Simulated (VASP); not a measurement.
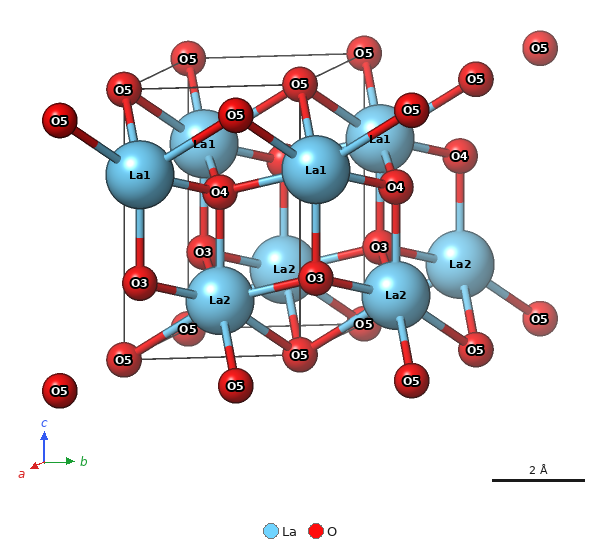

Figure 1. The structure as given in the input (ball-and-stick view of the cell of the calculation, repeated 2 × 2 × 1, seen slightly off an axis; atoms are numbered from 1 in the order of the input). An atom can appear more than once, as a periodic image.

# La$_{2}$O$_{3}$: band-structure run (part 1 of 2)

System: La$_{2}$O$_{3}$ (5 atoms in the cell).
Method: Kohn-Sham DFT of a periodic cell, PBEsol, VASP PAW PBE potentials, recommended, no spin polarisation (VASP 6.6.1).

The structure derives from a Materials Project entry.

## INCAR
```
PREC = Accurate ; ENCUT = 520
EDIFF = 1E-7 ; ISMEAR = 0
SIGMA = 0.02 ; LREAL = F
LASPH = T ; NELM = 60
ALGO = Normal ; ISIF = 2
LWAVE = F ; LCHARG = F
LMAXMIX = 6 ; GGA = PS
```

## KPOINTS
```
regular mesh
0
Gamma
  9 9 4
```

## KPOINTS_OPT
```
path GMKGALHA,LM,KH
10
line-mode
reciprocal
 0.0000000000  0.0000000000  0.0000000000  G
 0.5000000000  0.0000000000  0.0000000000  M

 0.5000000000  0.0000000000  0.0000000000  M
 0.3333333333  0.3333333333  0.0000000000  K

 0.3333333333  0.3333333333  0.0000000000  K
 0.0000000000  0.0000000000  0.0000000000  G

 0.0000000000  0.0000000000  0.0000000000  G
 0.0000000000  0.0000000000  0.5000000000  A

 0.0000000000  0.0000000000  0.5000000000  A
 0.5000000000  0.0000000000  0.5000000000  L

 0.5000000000  0.0000000000  0.5000000000  L
 0.3333333333  0.3333333333  0.5000000000  H

 0.3333333333  0.3333333333  0.5000000000  H
 0.0000000000  0.0000000000  0.5000000000  A

 0.5000000000  0.0000000000  0.5000000000  L
 0.5000000000  0.0000000000  0.0000000000  M

 0.3333333333  0.3333333333  0.0000000000  K
 0.3333333333  0.3333333333  0.5000000000  H
```

## POSCAR
```
La2O3
1.0
    3.9035800000      0.0000000000      0.0000000000
   -1.9517900000      3.3806000000      0.0000000000
    0.0000000000      0.0000000000      6.0320500000
La O
2 3
Direct
    0.6666700000      0.3333300000      0.7547500000
    0.3333300000      0.6666700000      0.2452500000
    0.6666700000      0.3333300000      0.3539600000
    0.3333300000      0.6666700000      0.6460400000
    0.0000000000      0.0000000000      0.0000000000
```

Run on 1 thread of Intel Xeon (Sapphire Rapids), 64 GiB of memory available, shared host.

Command:
```bash
cat potpaw_PBE.64/La/POTCAR potpaw_PBE.64/O/POTCAR > POTCAR
mpirun -np 1 vasp_std > vasp.out
```

## OSZICAR
```
N       E                     dE             d eps       ncg     rms          rms(c)
DAV:   1     0.470613922935E+03    0.47061E+03   -0.15868E+04  4640   0.257E+03
DAV:   2     0.917324859522E+02   -0.37888E+03   -0.37350E+03  6608   0.411E+02
DAV:   3    -0.297296050313E+02   -0.12146E+03   -0.11970E+03  8504   0.221E+02
DAV:   4    -0.477330459694E+02   -0.18003E+02   -0.17995E+02  8120   0.927E+01
DAV:   5    -0.487707496260E+02   -0.10377E+01   -0.10373E+01  8536   0.263E+01    0.141E+01
DAV:   6    -0.438662319160E+02    0.49045E+01   -0.44149E+01  7080   0.414E+01    0.751E+00
DAV:   7    -0.437632615273E+02    0.10297E+00   -0.46783E+00  8624   0.229E+01    0.355E+00
DAV:   8    -0.437158431219E+02    0.47418E-01   -0.47210E-01  8080   0.615E+00    0.124E+00
DAV:   9    -0.437073327973E+02    0.85103E-02   -0.71190E-02  8312   0.232E+00    0.376E-01
DAV:  10    -0.437085214773E+02   -0.11887E-02   -0.27479E-02  7400   0.122E+00    0.170E-01
DAV:  11    -0.437092203843E+02   -0.69891E-03   -0.74595E-03  8568   0.721E-01    0.128E-01
DAV:  12    -0.437092796942E+02   -0.59310E-04   -0.16492E-03  8160   0.308E-01    0.538E-02
DAV:  13    -0.437092905735E+02   -0.10879E-04   -0.72814E-04  7944   0.194E-01    0.198E-02
DAV:  14    -0.437092971286E+02   -0.65551E-05   -0.72765E-05  9048   0.835E-02    0.911E-03
DAV:  15    -0.437092988095E+02   -0.16809E-05   -0.65572E-06  9096   0.188E-02    0.794E-03
DAV:  16    -0.437092992036E+02   -0.39408E-06   -0.14322E-05  8096   0.266E-02    0.214E-03
DAV:  17    -0.437092993847E+02   -0.18114E-06   -0.14069E-06  8480   0.112E-02    0.163E-03
DAV:  18    -0.437092994679E+02   -0.83216E-07   -0.72213E-07  7560   0.604E-03
   1 F= -.43709299E+02 E0= -.43709299E+02  d E =-.489551E-33
       N       E                     dE             ncg
DAV:   1     0.302097577098E+05   -0.57977E+05     4360
DAV:   2    -0.310297590339E+04   -0.33313E+05     6392
DAV:   3    -0.116770756362E+05   -0.85741E+04     8256
DAV:   4    -0.129845744513E+05   -0.13075E+04     8056
DAV:   5    -0.130503621373E+05   -0.65788E+02     8000
DAV:   6    -0.130558994116E+05   -0.55373E+01     7920
DAV:   7    -0.130562695306E+05   -0.37012E+00     8144
DAV:   8    -0.130562984342E+05   -0.28904E-01     7832
DAV:   9    -0.130563010197E+05   -0.25855E-02     8144
DAV:  10    -0.130563012464E+05   -0.22676E-03     7776
DAV:  11    -0.130563012669E+05   -0.20478E-04     6688
DAV:  12    -0.130563012688E+05   -0.18623E-05     4960
DAV:  13    -0.130563012690E+05   -0.22672E-06     4312
DAV:  14    -0.130563012691E+05   -0.79548E-07     4304
```

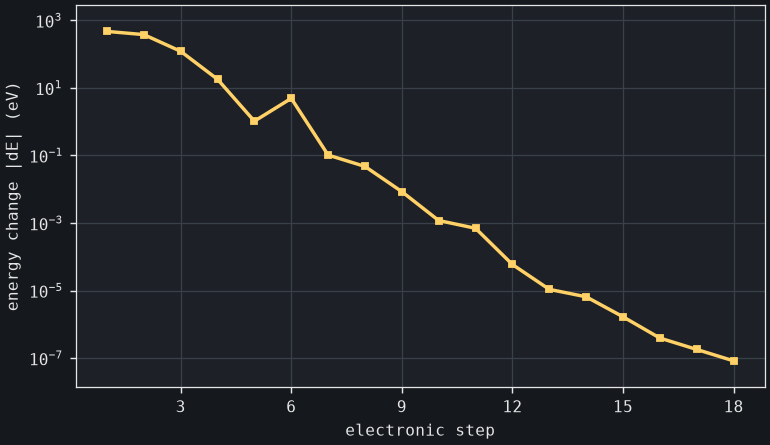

Figure 2. Convergence of the self-consistent field: energy change |dE| against the electronic step. It takes 18 electronic steps. The density is held fixed in the first few steps, and dE rises again when its update begins.

## Parts of OUTCAR
```
PREC = Accurate
   ENCUT = 520
   EDIFF = 1E-7
   ISMEAR = 0
   LREAL = F
   LASPH = T
   NELM = 60
   ISIF = 2
   GGA = PS

 ion  position               nearest neighbor table
   1  0.667  0.333  0.755-   4 2.35   4 2.35   4 2.35   3 2.42   5 2.70   5 2.70   5 2.70
   2  0.333  0.667  0.245-   3 2.35   3 2.35   3 2.35   4 2.42   5 2.70   5 2.70   5 2.70
   3  0.667  0.333  0.354-   2 2.35   2 2.35   2 2.35   1 2.42
   4  0.333  0.667  0.646-   1 2.35   1 2.35   1 2.35   2 2.42
   5  0.000  0.000  0.000-   1 2.70   2 2.70   1 2.70   2 2.70   1 2.70   2 2.70

  LATTYP: Found a hexagonal cell.
 ALAT       =     3.9035800000
 C/A-ratio  =     1.5452610168

  Lattice vectors:

 A1 = (   3.9035800000,   0.0000000000,   0.0000000000)
 A2 = (  -1.9517900000,   3.3806000000,   0.0000000000)
 A3 = (   0.0000000000,   0.0000000000,   6.0320500000)

Analysis of symmetry for initial positions (statically):
=====================================================================
 Subroutine PRICEL returns:
 Original cell was already a primitive cell.

 Routine SETGRP: Setting up the symmetry group for a
 hexagonal supercell.

 Subroutine GETGRP returns: Found  4 space group operations
 (whereof  4 operations were pure point group operations)
 out of a pool of 24 trial point group operations.

The static configuration has the point symmetry C_2h.

Analysis of symmetry for dynamics (positions and initial velocities):
=====================================================================
 Subroutine PRICEL returns:
 Original cell was already a primitive cell.

 Routine SETGRP: Setting up the symmetry group for a
 hexagonal supercell.

 Subroutine GETGRP returns: Found  4 space group operations
 (whereof  4 operations were pure point group operations)
 out of a pool of 24 trial point group operations.

The dynamic configuration has the point symmetry C_2h.

 Subroutine INISYM returns: Found  4 space group operations
 (whereof  4 operations are pure point group operations),
 and found     1 'primitive' translations

----------------------------------------------------------------------------------------

                                     Primitive cell

  volume of cell :      79.6016

  direct lattice vectors                    reciprocal lattice vectors
     3.903580000  0.000000000  0.000000000     0.256175101  0.147902739  0.000000000
    -1.951790000  3.380600000  0.000000000     0.000000000  0.295805478  0.000000000
     0.000000000  0.000000000  6.032050000     0.000000000  0.000000000  0.165781119

  length of vectors
     3.903580000  3.903580480  6.032050000     0.295805515  0.295805478  0.165781119

  position of ions in fractional coordinates (direct lattice)
     0.666670000  0.333330000  0.754750000
     0.333330000  0.666670000  0.245250000
     0.666670000  0.333330000  0.353960000
     0.333330000  0.666670000  0.646040000
     0.000000000  0.000000000  0.000000000

  ion indices of the primitive-cell ions
   primitive index   ion index
                 1           1
                 2           2
                 3           3
                 4           4
                 5           5

----------------------------------------------------------------------------------------

 KPOINTS: regular mesh

Automatic generation of k-mesh.
 Grid dimensions read from file:
 generate k-points for:    9    9    4

 Generating k-lattice:

  Cartesian coordinates                     Fractional coordinates (reciprocal lattice)
     0.028463900  0.016433638  0.000000000     0.111111111  0.000000000  0.000000000
     0.000000000  0.032867275  0.000000000     0.000000000  0.111111111  0.000000000
     0.000000000  0.000000000  0.041445280     0.000000000  0.000000000  0.250000000

  Length of vectors
     0.032867279  0.032867275  0.041445280

  Shift w.r.t. Gamma in fractional coordinates (k-lattice)
     0.000000000  0.000000000  0.000000000

 Subroutine IBZKPT returns following result:
 ===========================================

 Found     95 irreducible k-points:

 Following reciprocal coordinates:
            Coordinates               Weight
  0.000000  0.000000  0.000000      1.000000
  0.111111  0.000000  0.000000      4.000000
 -0.111111  0.111111  0.000000      2.000000
  0.222222 -0.000000  0.000000      4.000000
 -0.222222  0.222222  0.000000      2.000000
  0.333333 -0.000000  0.000000      4.000000
 -0.333333  0.333333  0.000000      2.000000
  0.444444 -0.000000  0.000000      4.000000
 -0.444444  0.444444  0.000000      2.000000
  0.111111  0.111111  0.000000      2.000000
 -0.111111  0.222222  0.000000      4.000000
  0.222222  0.111111  0.000000      4.000000
 -0.111111  0.333333  0.000000      4.000000
 -0.333333  0.222222  0.000000      4.000000
  0.333333  0.111111  0.000000      4.000000
 -0.111111  0.444444  0.000000      4.000000
 -0.444444  0.333333  0.000000      4.000000
  0.444444  0.111111  0.000000      4.000000
  0.444444  0.444444  0.000000      2.000000
  0.222222  0.222222  0.000000      2.000000
 -0.222222  0.444444  0.000000      4.000000
  0.333333  0.222222  0.000000      4.000000
 -0.222222 -0.444444  0.000000      4.000000
  0.444444  0.333333  0.000000      4.000000
 [... further k-points ...]
```
